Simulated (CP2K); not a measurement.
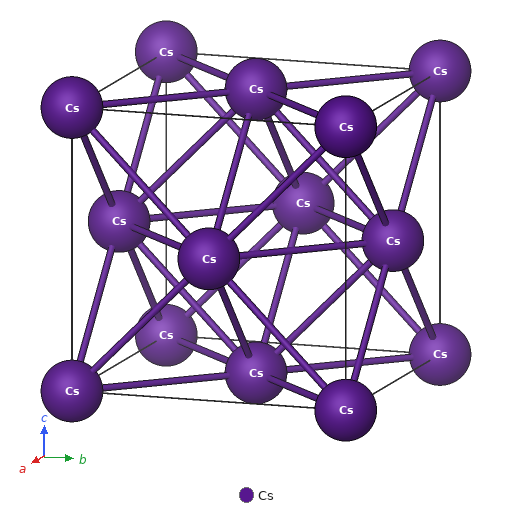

System: Cs, space group Fm-3m (No. 225). The picture shows the conventional cell.

Starting cell:
```xyz
1
Lattice="5.5838 0.0000 0.0000 2.7919 4.8357 0.0000 2.7919 1.6119 4.5591" Properties=species:S:1:pos:R:3 pbc="T T T"
Cs    0.0000    0.0000    0.0000
```

Method: DFT in Gaussian orbitals with a plane-wave density, no spin polarisation; energies at scaled volumes of the given cell, shape and fractions fixed, counted from the fit's minimum, third-order Birch-Murnaghan fit (CP2K 2026.2). Level: r2SCAN.

- k mesh: 6×6×6
- occupations: Fermi–Dirac
- smearing width: 0.05 eV
- potentials: GTH SCAN with UZH TZVP basis
- density cutoff: 9184 eV
- program settings: ngrids 5, basis sets Cs TZVP-MOLOPT-SCAN-GTH-q9, cutoff ry 675 Ry, rel cutoff ry 60 Ry

Predict the energy against volume. The volume takes the values 115.7, 118.2, 120.6, 123.1, 125.6, 128.0, 130.5 Å³/atom.

A third-order Birch–Murnaghan fit gives V0 = 125.04 Å³/atom, B0 = 2 GPa and B′ = 3.4. The energy is 4.78 meV/atom at volume 115.7 Å³/atom and 1.38 meV/atom at 130.5 Å³/atom; the lowest computed point is at volume 125.6 Å³/atom (0.02 meV/atom), in a single well.

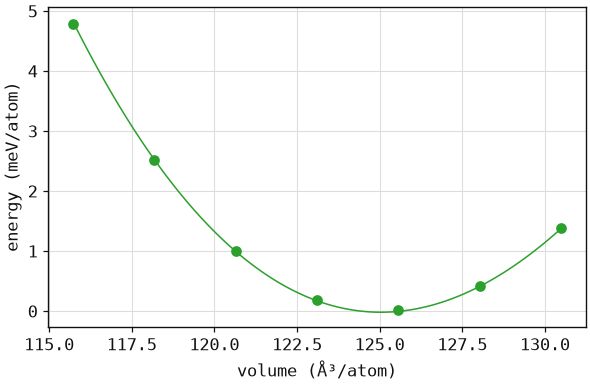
